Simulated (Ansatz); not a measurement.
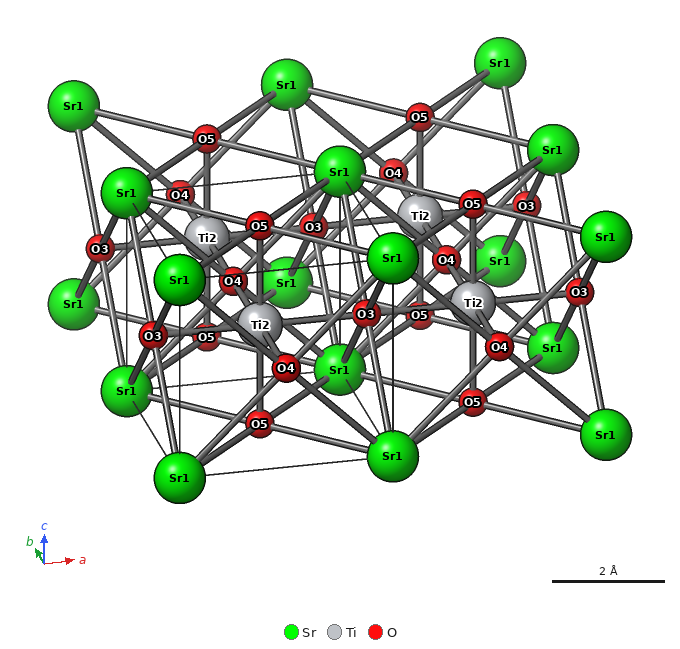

The structure as given in the input (ball-and-stick view of the cell of the calculation, repeated 2 × 2 × 1, seen at an oblique angle; atoms are numbered from 1 in the order of the input). An atom can appear more than once, as a periodic image.

# What a change does: single-point calculation on SrTiO3

System: SrTiO3 (P4/mmm, 5 atoms in the cell).
Method of run 1: DFT PBEsol, scalar-relativistic, plane waves, PAW, PAW set soft_1, no spin polarisation (Ansatz 0.2.0).

The structure derives from an entry of the Crystallography Open Database. Text and figures count atoms from 1; the logs count them from 0 in places.

## Input, run 1
```yaml
crystal:
  lattice:
    - [3.9431369145, 0.0, 0.0]
    - [0.0, 3.9431369145, 0.0]
    - [0.0, 0.0, 3.89138154]
  atoms:
    - { symbol: Sr, position: [0.0, 0.0, 0.0] }
    - { symbol: Ti, position: [0.5, 0.5, 0.5] }
    - { symbol: O, position: [0.0, 0.5, 0.5] }
    - { symbol: O, position: [0.5, 0.0, 0.5] }
    - { symbol: O, position: [0.5, 0.5, 0.0] }
basis:
  ecutwfc: 520.0
kpoints:
  mp_grid: { grid: [8, 8, 8] }
hamiltonian:
  xc: pbesol
  pseudopotentials: { kind: paw, azcp: { folder: soft_1 } }
scf:
  occupations: { method: gaussian, width: 0.05 }
output:
  forces: true
  stress: true
  eigenvalues: true
```

Launched with:
```bash
ansatz run input.yaml --threads 2 --pin off --max-ram 4096MiB --backend cpu --events-out ev --progress --plain --runs-dir out
```

Hardware: 2 threads of Arm Neoverse N1, 98 GiB of memory available, shared host.

## Output, shortened to warnings, some set-up lines, iterations and results (run 1)
```
Warning: [file] the record states the generating functional pbe (its physics header spells it `PBE`), which answers neither for hamiltonian.xc's functional nor for the pbesol family's — results may be inconsistent (PPs are generated against a specific XC)
Warning: [file] the record states the generating functional pbe (its physics header spells it `PBE`), which answers neither for hamiltonian.xc's functional nor for the pbesol family's — results may be inconsistent (PPs are generated against a specific XC)
Warning: [file] the record states the generating functional pbe (its physics header spells it `PBE`), which answers neither for hamiltonian.xc's functional nor for the pbesol family's — results may be inconsistent (PPs are generated against a specific XC)
Basis set: ecut = 520 eV, 1623 PW (Γ), exchange–correlation on 60×60×60 points (8 copies of the dense FFT grid, shifted against one another)
Symmetry: 16 space group operations
k-points: 75 of 512
Initial density: superposition of atomic densities (chi_scale 0.1, normalization cell, long waves kept (reshape's long-wave potential 0.00 eV rms))
[...]
SCF iter   1: F=—  HF=-7657.496529 eV  |F-HF|=—  |Δ(HF+E_count)|=         —  Δρ=5.30e-2  dr2=1.42e0  ethr=3.10e-3  ⟨swp⟩=7.5  Hψ=9791  notcnv=0
SCF iter   2: F=—  HF=-7657.310870 eV  |F-HF|=—  |Δ(HF+E_count)|=   1.86e-1  Δρ=2.70e-2  dr2=4.84e-1  ethr=3.10e-3  ⟨swp⟩=2.4  Hψ=3091  notcnv=0  defer=75
SCF iter   3: F=—  HF=-7657.255137 eV  |F-HF|=—  |Δ(HF+E_count)|=   5.57e-2  Δρ=7.57e-3  dr2=2.46e-2  ethr=1.21e-3  ⟨swp⟩=2.3  Hψ=3614  notcnv=0  defer=75
SCF iter   4: F=—  HF=-7657.255966 eV  |F-HF|=—  |Δ(HF+E_count)|=   8.29e-4  Δρ=2.38e-3  dr2=2.03e-3  ethr=6.14e-5  ⟨swp⟩=2.2  Hψ=3042  notcnv=0  defer=75
SCF iter   5: F=—  HF=-7657.256814 eV  |F-HF|=—  |Δ(HF+E_count)|=   8.48e-4  Δρ=3.14e-4  dr2=5.22e-5  ethr=5.07e-6  ⟨swp⟩=2.0  Hψ=3444  notcnv=0  defer=75
SCF iter   6: F=—  HF=-7657.256961 eV  |F-HF|=—  |Δ(HF+E_count)|=   1.47e-4  Δρ=8.32e-5  dr2=5.11e-6  ethr=1.31e-7  ⟨swp⟩=2.0  Hψ=3146  notcnv=0  defer=75
SCF iter   7: F=—  HF=-7657.256963 eV  |F-HF|=—  |Δ(HF+E_count)|=   1.68e-6  Δρ=1.96e-5  dr2=2.66e-7  ethr=1.28e-8  ⟨swp⟩=2.5  Hψ=3072  notcnv=0  defer=75
SCF iter   8: F=-7657.256963 eV  HF=-7657.256963 eV  |F-HF|=1.78e-8  |Δ(HF+E_count)|=   5.28e-8  Δρ=8.27e-6  dr2=3.37e-8  ethr=2.50e-10  ⟨swp⟩=11.6  Hψ=9907  notcnv=0
SCF 1 converged in 8 iterations: F = -7657.256963 eV  dr2 = 3.37e-8
SCF converged after 8 iterations
Free energy (F): -7657.256963 eV
Harris-Foulkes:  -7657.256963 eV  (|F-HF|=1.78e-8)
Internal energy: -7657.256963 eV  (E = F + TS)
E sigma→0 (E₀):  -7657.256963 eV
Fermi energy:    10.503492 eV
--- Per-component energies (eV) ---
  E_band       = -218.207012
  E_kinetic    = 1016.636841
  E_local      = -2472.527715  (includes V_loc(G=0)·N_el)
  E_nonlocal   = 450.391240
  E_hartree    = 852.663098
  E_xc         = -503.846972
  E_vxc        = -576.232372  (∫ρ·V_xc dr)
  E_paw        = -4125.088314  (= ΣΔE_a)
  E_vpaw       = -341.799775  (= ΣTr[D̂ρ^β])
  E_aug_tail   = 0.000608  (compensation charges beyond the density's cutoff)
  E_ewald      = -2875.865344
  E_core_change = 0.379596  (= ΣΔE_core)
  E_smearing   = -0.000000  (= −TS)
  E_closure    = -0.000000  (closes the sum)
  Σ components = -7657.256963   (vs F -7657.256963, Δ=0.00e0)
--- Forces (eV/Å), atoms counted from 1 ---
  atom   1  Sr    -0.00000000     0.00000000     0.00000000
  atom   2  Ti     0.00000000     0.00000000     0.00000000
  atom   3  O      0.00000000     0.00000000     0.00000000
  atom   4  O     -0.00000000     0.00000000     0.00000000
  atom   5  O      0.00000000     0.00000000     0.00000000
  max |Σ_I F_I| component: 7.22e-29 eV/Å
--- Stress (GPa, compression-positive) ---
       -5.571848       0.000000       0.000000
        0.000000      -5.571848       0.000000
        0.000000       0.000000      -2.622576
  P = ⅓ Tr σ = -4.5888 GPa (-45.888 kbar)
```

The input of run 2 differs as follows (lines with − go, lines with + come):
```diff
-    - [3.9431369145, 0.0, 0.0]
-    - [0.0, 3.9431369145, 0.0]
+    - [3.9952814271, 0.0, 0.0]
+    - [0.0, 3.9952814271, 0.0]
+  algorithm: density_mixing
```

Predict how the results change.

With the same functional and potentials, run 2 lies 16.1 meV per atom higher. The gap on the mesh goes from 1.79 to 1.72 eV. The pressure goes from −4.59 to −8.55 GPa. The volume per atom goes from 12.10 to 12.42 Å³. The number of SCF iterations is the same. The plane waves at Γ go from 1623 to 1695.

## Output, shortened to warnings, some set-up lines, iterations and results (run 2)
```
Warning: [file] the record states the generating functional pbe (its physics header spells it `PBE`), which answers neither for hamiltonian.xc's functional nor for the pbesol family's — results may be inconsistent (PPs are generated against a specific XC)
Warning: [file] the record states the generating functional pbe (its physics header spells it `PBE`), which answers neither for hamiltonian.xc's functional nor for the pbesol family's — results may be inconsistent (PPs are generated against a specific XC)
Warning: [file] the record states the generating functional pbe (its physics header spells it `PBE`), which answers neither for hamiltonian.xc's functional nor for the pbesol family's — results may be inconsistent (PPs are generated against a specific XC)
Basis set: ecut = 520 eV, 1695 PW (Γ), exchange–correlation on 60×60×60 points (8 copies of the dense FFT grid, shifted against one another)
Symmetry: 16 space group operations
k-points: 75 of 512
Initial density: superposition of atomic densities (chi_scale 0.1, normalization cell, long waves kept (reshape's long-wave potential 0.00 eV rms))
[...]
SCF iter   1: F=—  HF=-7657.443212 eV  |F-HF|=—  |Δ(HF+E_count)|=         —  Δρ=5.38e-2  dr2=1.50e0  ethr=3.10e-3  ⟨swp⟩=7.6  Hψ=9788  notcnv=0
SCF iter   2: F=—  HF=-7657.231759 eV  |F-HF|=—  |Δ(HF+E_count)|=   2.11e-1  Δρ=2.65e-2  dr2=4.92e-1  ethr=3.10e-3  ⟨swp⟩=2.9  Hψ=3791  notcnv=0  defer=75
SCF iter   3: F=—  HF=-7657.174838 eV  |F-HF|=—  |Δ(HF+E_count)|=   5.69e-2  Δρ=7.74e-3  dr2=3.09e-2  ethr=1.23e-3  ⟨swp⟩=2.3  Hψ=3610  notcnv=0  defer=75
SCF iter   4: F=—  HF=-7657.175340 eV  |F-HF|=—  |Δ(HF+E_count)|=   5.02e-4  Δρ=2.35e-3  dr2=2.05e-3  ethr=7.73e-5  ⟨swp⟩=2.3  Hψ=3074  notcnv=0  defer=75
SCF iter   5: F=—  HF=-7657.176225 eV  |F-HF|=—  |Δ(HF+E_count)|=   8.84e-4  Δρ=3.12e-4  dr2=5.59e-5  ethr=5.13e-6  ⟨swp⟩=2.0  Hψ=3450  notcnv=0  defer=75
SCF iter   6: F=—  HF=-7657.176305 eV  |F-HF|=—  |Δ(HF+E_count)|=   8.08e-5  Δρ=9.91e-5  dr2=6.88e-6  ethr=1.40e-7  ⟨swp⟩=2.0  Hψ=3178  notcnv=0  defer=75
SCF iter   7: F=—  HF=-7657.176307 eV  |F-HF|=—  |Δ(HF+E_count)|=   1.46e-6  Δρ=2.93e-5  dr2=5.68e-7  ethr=1.72e-8  ⟨swp⟩=2.0  Hψ=2484  notcnv=0  defer=75
SCF iter   8: F=-7657.176307 eV  HF=-7657.176307 eV  |F-HF|=3.14e-8  |Δ(HF+E_count)|=   4.20e-8  Δρ=1.10e-5  dr2=5.96e-8  ethr=2.50e-10  ⟨swp⟩=12.0  Hψ=10204  notcnv=0
SCF 1 converged in 8 iterations: F = -7657.176307 eV  dr2 = 5.96e-8
SCF converged after 8 iterations
Free energy (F): -7657.176307 eV
Harris-Foulkes:  -7657.176307 eV  (|F-HF|=3.14e-8)
Internal energy: -7657.176307 eV  (E = F + TS)
E sigma→0 (E₀):  -7657.176307 eV
Fermi energy:    10.117804 eV
--- Per-component energies (eV) ---
  E_band       = -232.676638
  E_kinetic    = 1013.824324
  E_local      = -2506.293598  (includes V_loc(G=0)·N_el)
  E_nonlocal   = 449.963735
  E_hartree    = 863.030365
  E_xc         = -503.033085
  E_vxc        = -575.137090  (∫ρ·V_xc dr)
  E_paw        = -4124.589050  (= ΣΔE_a)
  E_vpaw       = -341.095820  (= ΣTr[D̂ρ^β])
  E_aug_tail   = 0.000591  (compensation charges beyond the density's cutoff)
  E_ewald      = -2850.459187
  E_core_change = 0.379596  (= ΣΔE_core)
  E_smearing   = -0.000000  (= −TS)
  E_closure    = 0.000000  (closes the sum)
  Σ components = -7657.176307   (vs F -7657.176307, Δ=0.00e0)
--- Forces (eV/Å), atoms counted from 1 ---
  atom   1  Sr    -0.00000000    -0.00000000     0.00000000
  atom   2  Ti     0.00000000     0.00000000     0.00000000
  atom   3  O      0.00000000     0.00000000     0.00000000
  atom   4  O     -0.00000000     0.00000000     0.00000000
  atom   5  O      0.00000000     0.00000000     0.00000000
  max |Σ_I F_I| component: 4.54e-29 eV/Å
--- Stress (GPa, compression-positive) ---
      -10.328029       0.000000       0.000000
        0.000000     -10.328029       0.000000
        0.000000       0.000000      -5.002391
  P = ⅓ Tr σ = -8.5528 GPa (-85.528 kbar)
```

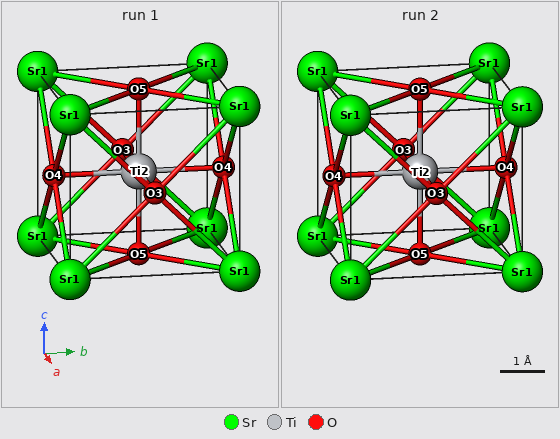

The two input geometries at one scale (ball-and-stick view of the cell of the calculation, seen slightly off an axis). No atom moves by more than 0.005 Å relative to the cell. The volume changes by +2.7 %, with a = b 3.943 → 3.995 Å (+1.3 %), c stays at 3.891 Å. Among the contacts that change: Sr1–O5 2.788 → 2.825 Å, Ti2–O3 1.972 → 1.998 Å, Sr1–O3 2.770 → 2.789 Å.

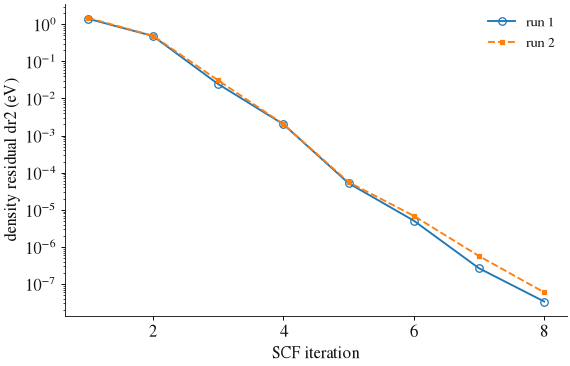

Convergence of the two runs: density residual dr2 against the SCF iteration. Run 1 takes 8 iterations in all, and run 2 takes 8.

## The two runs side by side

| quantity | run 1 | run 2 |
| --- | --- | --- |
| outcome | converged | converged |
| free energy per atom (eV) | −1531.4514 | −1531.4353 |
| gap on the mesh (eV) | 1.79 | 1.72 |
| pressure (GPa) | −4.59 | −8.55 |
| volume per atom (Å³) | 12.10 | 12.42 |
| largest force (eV/Å) | 0.000 | 0.000 |
| SCF iterations | 8 | 8 |
| irreducible k-points | 75 | 75 |
| plane waves at Γ | 1623 | 1695 |
| wall time (shared host) | 9.3 s | 9.4 s |

For both runs: Warnings: the PAW datasets were made with another functional.
